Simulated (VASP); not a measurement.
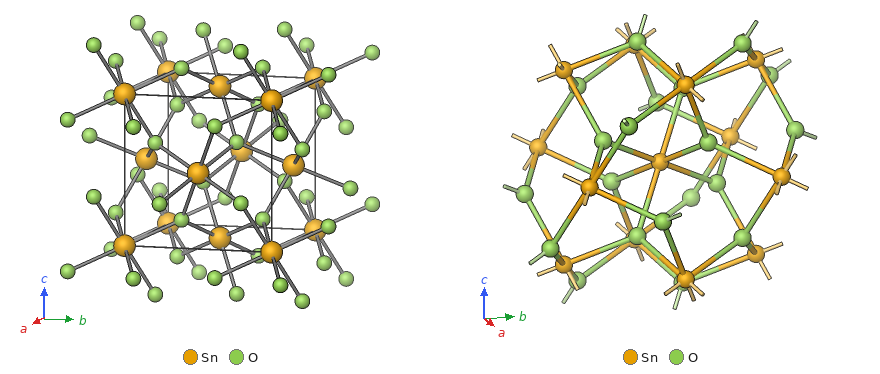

Left: the structure. Right: its underlying net. Nodes are coloured by element. Edges to nodes outside the piece are drawn as stubs.

System SnO₂ (space group Pa-3, No. 205); source of the atomic positions: a cell listed in the Materials Project, as set up for an electronic-structure calculation.

Bonds are taken as O–Sn below 2.4 Å. Atoms with one bond or none are removed and atoms with two bonds are replaced by edges, until no such atom is left.

The result is a binodal (3,6)-connected, three-periodic net: O is a 3-connected node; Sn is a 6-connected node, in the ratio 2:1. It is the pyr net, known from the metal-sulfur net of pyrite. It is a single net, without interpenetration.

```json
{"node": "O", "links": "3", "point symbol": "6³", "coordination sequence": "3 15 22 70 61 169 120 302"}
{"node": "Sn", "links": "6", "point symbol": "6¹²·8³", "coordination sequence": "6 12 44 42 122 92 240 162"}
```
